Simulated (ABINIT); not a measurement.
**G0W0 calculation of MoS2 (part 1 of 4)**

System: MoS2 (P6₃/mmc, 6 atoms in the cell).
Method: Kohn-Sham DFT of a periodic cell, PBE, PseudoDojo NC SR PBE v0.4.1 standard, G0W0, no spin polarisation (ABINIT 10.8.3).

The structure derives from an entry of the Crystallography Open Database.

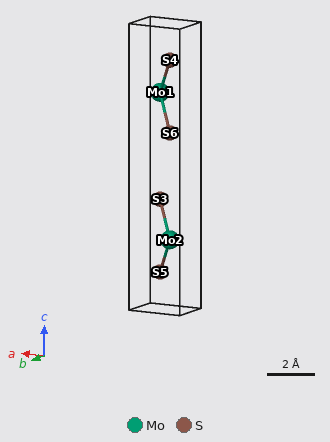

Figure 1. The structure as given in the input (ball-and-stick view of the cell of the calculation, seen at an oblique angle; atoms are numbered from 1 in the order of the input). An atom can appear more than once, as a periodic image. Near neighbours in the periodic cell (some may lie outside the picture): Mo has 6 S at 2.41 Å; S has 3 Mo at 2.41 Å.

Input
```
# Datasets
ndtset 4

# Pseudopotentials
pp_dirpath "./"
pseudos "Mo.upf, S.upf"

# Structure
acell 3*1.0 Angstrom
rprim
     3.1690000000     0.0000000000     0.0000000000
    -1.5845000000     2.7444345046     0.0000000000
     0.0000000000     0.0000000000    12.3240000000
ntypat 2
znucl 42 16
natom 6
typat 1 1 2 2 2 2
xred
            2/3            1/3            3/4
            1/3            2/3            1/4
            2/3            1/3   0.3770000000
            1/3            2/3   0.8770000000
            2/3            1/3   0.1230000000
            1/3            2/3   0.6230000000

# Plane-wave basis
ecut 952.398519 eV

# k points
kptopt 1
ngkpt 4 4 1
nshiftk 1
shiftk 0.0 0.0 0.0
istwfk *1

# Exchange and correlation
ixc 11

# Bands and occupations
occopt 1

# SCF cycle
nstep 80
diemac 6.0

# Output
iomode 3
prteig 0
prtebands 0

# Dataset 1: ground state
nband1 26
tolvrs1 1.0e-12
prtden1 1
prtwf1 0

# Dataset 2: empty bands at fixed density
iscf2 -2
getden2 1
nband2 324
nbdbuf2 28
tolwfr2 1.0e-12
nstep2 120
prtden2 0

# Dataset 3: screening
optdriver3 3
getwfk3 2
nband3 296
ecuteps3 6.1
ecutwfn3 21.0
inclvkb3 2
ppmodel3 2
nfreqim3 0

# Dataset 4: self-energy
optdriver4 4
getwfk4 2
nband4 296
ecuteps4 6.1
ecutsigx4 35.0
ecutwfn4 35.0
symsigma4 1
getscr4 3
getden4 1
ppmodel4 2
gw_qprange4 0
```

Hardware: 4 threads of Intel Xeon @ 2.50GHz (Skylake/Cascade Lake), 128 GiB of memory available, shared host.

Command:
```bash
mpirun --bind-to none -np 4 abinit run.abi > log 2>&1
```

Output
```
.Version 10.8.3 of ABINIT
 DATASET    1 : space group P6_3/m m c (#194); Bravais hP (primitive hexag.)
================================================================================
 Values of the parameters that define the memory need for DATASET  1.
     intxc =       0    ionmov =       0      iscf =       7    lmnmax =       6
     lnmax =       6     mgfft =     128  mpssoang =       3    mqgrid =    6203
     natom =       6  nloc_mem =       1    nspden =       1   nspinor =       1
    nsppol =       1      nsym =      24    n1xccc =    2501    ntypat =       2
    occopt =       1   xclevel =       2
       mpw =        7176          nfft =      131072          nkpt =           4
================================================================================
================================================================================

 DATASET    2 : space group P6_3/m m c (#194); Bravais hP (primitive hexag.)
================================================================================
 Values of the parameters that define the memory need for DATASET  2.
     intxc =       0    ionmov =       0      iscf =      -2    lmnmax =       6
     lnmax =       6     mgfft =     128  mpssoang =       3    mqgrid =    6203
     natom =       6  nloc_mem =       1    nspden =       1   nspinor =       1
    nsppol =       1      nsym =      24    n1xccc =    2501    ntypat =       2
    occopt =       1   xclevel =       2
       mpw =        7176          nfft =      131072          nkpt =           4
================================================================================
================================================================================

 DATASET    3 : space group P6_3/m m c (#194); Bravais hP (primitive hexag.)
================================================================================
 Values of the parameters that define the memory need for DATASET  3.
     intxc =       0    ionmov =       0      iscf =       7    lmnmax =       6
     lnmax =       6     mgfft =     100  mpssoang =       3    mqgrid =    4805
     natom =       6  nloc_mem =       1    nspden =       1   nspinor =       1
    nsppol =       1      nsym =      24    n1xccc =    2501    ntypat =       2
    occopt =       1   xclevel =       2
       mpw =        3336          nfft =       72900          nkpt =           4
================================================================================
================================================================================

 DATASET    4 : space group P6_3/m m c (#194); Bravais hP (primitive hexag.)
================================================================================
 Values of the parameters that define the memory need for DATASET  4.
     intxc =       0    ionmov =       0      iscf =       7    lmnmax =       6
     lnmax =       6     mgfft =     128  mpssoang =       3    mqgrid =    6203
     natom =       6  nloc_mem =       1    nspden =       1   nspinor =       1
    nsppol =       1      nsym =      24    n1xccc =    2501    ntypat =       2
    occopt =       1   xclevel =       2
       mpw =        7176          nfft =      131072          nkpt =           4
================================================================================
================================================================================

--------------------------------------------------------------------------------
------------- Echo of variables that govern the present computation ------------
--------------------------------------------------------------------------------
 -outvars: echo values of preprocessed input variables --------
            acell      1.8897261259E+00  1.8897261259E+00  1.8897261259E+00 Bohr
              amu      9.59400000E+01  3.20660000E+01
           diemac      6.00000000E+00
             ecut1     3.50000000E+01 Hartree
             ecut2     3.50000000E+01 Hartree
             ecut3     2.10000000E+01 Hartree
             ecut4     3.50000000E+01 Hartree
          ecuteps1     0.00000000E+00 Hartree
          ecuteps2     0.00000000E+00 Hartree
          ecuteps3     6.10000000E+00 Hartree
          ecuteps4     6.10000000E+00 Hartree
         ecutsigx1     0.00000000E+00 Hartree
         ecutsigx2     0.00000000E+00 Hartree
         ecutsigx3     0.00000000E+00 Hartree
         ecutsigx4     3.50000000E+01 Hartree
          ecutwfn1     0.00000000E+00 Hartree
          ecutwfn2     0.00000000E+00 Hartree
          ecutwfn3     2.10000000E+01 Hartree
          ecutwfn4     3.50000000E+01 Hartree
           getden1          0
           getden2          1
           getden3          0
           getden4          1
           getscr1          0
           getscr2          0
           getscr3          0
           getscr4          3
           getwfk1          0
           getwfk2          0
           getwfk3          2
           getwfk4          2
             iscf1          7
             iscf2         -2
             iscf3          7
             iscf4          7
              ixc          11
           jdtset        1    2    3    4
         kptrlatt        4    0    0      0    4    0      0    0    1
          kptrlen      2.32889848E+01
            natom           6
            nband1         26
            nband2        324
            nband3        296
            nband4        296
           nbdbuf1          0
           nbdbuf2         28
           nbdbuf3          0
           nbdbuf4          0
           ndtset           4
          nfreqim1         -1
          nfreqim2         -1
          nfreqim3          0
          nfreqim4         -1
            ngfft1         32      32     128
            ngfft2         32      32     128
            ngfft3         27      27     100
            ngfft4         32      32     128
             nkpt           4
           npweps1          0
           npweps2          0
           npweps3        547
           npweps4        547
          npwsigx1          0
          npwsigx2          0
          npwsigx3          0
          npwsigx4       7077
            nstep1         80
            nstep2        120
            nstep3         80
            nstep4         80
             nsym          24
           ntypat           2
        optdriver1          0
        optdriver2          0
        optdriver3          3
        optdriver4          4
          ppmodel1          1
          ppmodel2          1
          ppmodel3          2
          ppmodel4          2
           prtden1          1
           prtden2          0
           prtden3          1
           prtden4          1
        prtebands           0
           prteig           0
            prtwf1          0
            prtwf2          1
            prtwf3          1
            prtwf4          1
            rprim      3.1690000000E+00  0.0000000000E+00  0.0000000000E+00
                      -1.5845000000E+00  2.7444345046E+00  0.0000000000E+00
                       0.0000000000E+00  0.0000000000E+00  1.2324000000E+01
          spgroup         194
           tolvrs1     1.00000000E-12
           tolvrs2     0.00000000E+00
           tolvrs3     0.00000000E+00
           tolvrs4     0.00000000E+00
           tolwfr1     0.00000000E+00
           tolwfr2     1.00000000E-12
           tolwfr3     0.00000000E+00
           tolwfr4     0.00000000E+00
            typat      1  1  2  2  2  2
           xangst      1.5845000000E+00  9.1481150153E-01  9.2430000000E+00
                      -1.9471297867E-17  1.8296230031E+00  3.0810000000E+00
                       1.5845000000E+00  9.1481150153E-01  4.6461480000E+00
                      -1.9471297867E-17  1.8296230031E+00  1.0808148000E+01
                       1.5845000000E+00  9.1481150153E-01  1.5158520000E+00
                      -1.9471297867E-17  1.8296230031E+00  7.6778520000E+00
            xcart      2.9942710465E+00  1.7287431947E+00  1.7466738582E+01
                      -3.6795420285E-17  3.4574863895E+00  5.8222461939E+00
                       2.9942710465E+00  1.7287431947E+00  8.7799472604E+00
                      -3.6795420285E-17  3.4574863895E+00  2.0424439648E+01
                       2.9942710465E+00  1.7287431947E+00  2.8645451274E+00
                      -3.6795420285E-17  3.4574863895E+00  1.4509037515E+01
             xred      6.6666666667E-01  3.3333333333E-01  7.5000000000E-01
                       3.3333333333E-01  6.6666666667E-01  2.5000000000E-01
                       6.6666666667E-01  3.3333333333E-01  3.7700000000E-01
                       3.3333333333E-01  6.6666666667E-01  8.7700000000E-01
                       6.6666666667E-01  3.3333333333E-01  1.2300000000E-01
                       3.3333333333E-01  6.6666666667E-01  6.2300000000E-01
            znucl       42.00000   16.00000

================================================================================

 chkinp: Checking input parameters for consistency, jdtset=   1.

 chkinp: Checking input parameters for consistency, jdtset=   2.

 chkinp: Checking input parameters for consistency, jdtset=   3.

 chkinp: Checking input parameters for consistency, jdtset=   4.

================================================================================
== DATASET  1 ==================================================================

--- !DatasetInfo
iteration_state: {dtset: 1, }
dimensions: {natom: 6, nkpt: 4, mband: 26, nsppol: 1, nspinor: 1, nspden: 1, mpw: 7176, }
cutoff_energies: {ecut:  35.0, pawecutdg:  -1.0, }
electrons: {nelect:   5.20000000E+01, charge:   0.00000000E+00, occopt:   1.00000000E+00, tsmear:   1.00000000E-02, }
meta: {optdriver: 0, ionmov: 0, optcell: 0, iscf: 7, paral_kgb: 0, }
...

 Exchange-correlation functional for the present dataset will be:
  GGA: Perdew-Burke-Ernzerhof functional - ixc=11
  J.P.Perdew, K.Burke, M.Ernzerhof, PRL 77, 3865 (1996)

 Real(R)+Recip(G) space primitive vectors, cartesian coordinates (Bohr,Bohr^-1):
 R(1)=  5.9885421  0.0000000  0.0000000  G(1)=  0.1669856  0.0964092  0.0000000
 R(2)= -2.9942710  5.1862296  0.0000000  G(2)=  0.0000000  0.1928183  0.0000000
 R(3)=  0.0000000  0.0000000 23.2889848  G(3)=  0.0000000  0.0000000  0.0429388
 Unit cell volume ucvol=  7.2330822E+02 bohr^3
 Angles (23,13,12)=  9.00000000E+01  9.00000000E+01  1.20000000E+02 degrees

 getcut: wavevector=  0.0000  0.0000  0.0000  ngfft=  32  32 128
         ecut(hartree)=     35.000   => boxcut(ratio)=   2.00646

--- Pseudopotential description ------------------------------------------------
- pspini: atom type   1  psp file is ./Mo.upf
  42.00000  14.00000  171031                  znucl, zion, pspdat
12 -101130 2 -1 1640                          pspcod,pspxc,lmax,lloc,mmax
     nproj     2     2     2

- pspini: atom type   2  psp file is ./S.upf
  16.00000   6.00000  171031                  znucl, zion, pspdat
12 -101130 2 -1 1146                          pspcod,pspxc,lmax,lloc,mmax
     nproj     2     2     2

   3.53531033E+03                                ecore*ucvol(ha*bohr**3)
--------------------------------------------------------------------------------

================================================================================

--- !BeginCycle
iteration_state: {dtset: 1, }
solver: {iscf: 7, nstep: 80, nline: 4, wfoptalg: 0, }
tolerances: {tolvrs: 1.00E-12, }
...

     iter   Etot(hartree)      deltaE(h)  residm     vres2
 ETOT  1  -183.84495189290    -1.838E+02 8.688E-02 4.783E+03
 ETOT  2  -178.68592677284     5.159E+00 7.387E-02 5.768E+04
 ETOT  3  -184.80373881342    -6.118E+00 5.846E-02 5.476E+02
 ETOT  4  -184.89216420583    -8.843E-02 3.616E-03 6.501E+01
 ETOT  5  -184.89725021477    -5.086E-03 2.010E-04 2.295E+01
 ETOT  6  -184.89895010725    -1.700E-03 4.683E-05 3.971E-01
 ETOT  7  -184.89906640193    -1.163E-04 3.968E-06 1.140E-02
 ETOT  8  -184.89907169988    -5.298E-06 1.100E-06 2.075E-02
 ETOT  9  -184.89907407920    -2.379E-06 8.049E-08 3.721E-04
 ETOT 10  -184.89907428254    -2.033E-07 3.913E-08 1.354E-05
 ETOT 11  -184.89907431736    -3.482E-08 3.633E-09 2.231E-05
 ETOT 12  -184.89907432521    -7.852E-09 1.283E-09 7.607E-08
 ETOT 13  -184.89907432631    -1.102E-09 1.681E-10 1.735E-06
 ETOT 14  -184.89907432666    -3.537E-10 5.141E-11 1.965E-07
 ETOT 15  -184.89907432672    -5.650E-11 9.056E-12 5.077E-08
 ETOT 16  -184.89907432673    -1.450E-11 2.375E-12 9.365E-10
 ETOT 17  -184.89907432673     1.279E-12 4.518E-13 3.176E-10
 ETOT 18  -184.89907432673     6.281E-12 1.220E-13 2.505E-10
 ETOT 19  -184.89907432673    -1.165E-12 1.339E-14 1.620E-11
 ETOT 20  -184.89907432674    -8.356E-12 5.138E-15 1.700E-11
 ETOT 21  -184.89907432673     7.731E-12 4.922E-16 1.717E-13

 At SCF step   21       vres2   =  1.72E-13 < tolvrs=  1.00E-12 =>converged.

 Cartesian components of stress tensor (hartree/bohr^3)
  sigma(1 1)= -4.03689225E-05  sigma(3 2)=  0.00000000E+00
  sigma(2 2)= -4.03689225E-05  sigma(3 1)=  0.00000000E+00
  sigma(3 3)= -7.53110741E-05  sigma(2 1)=  0.00000000E+00
```
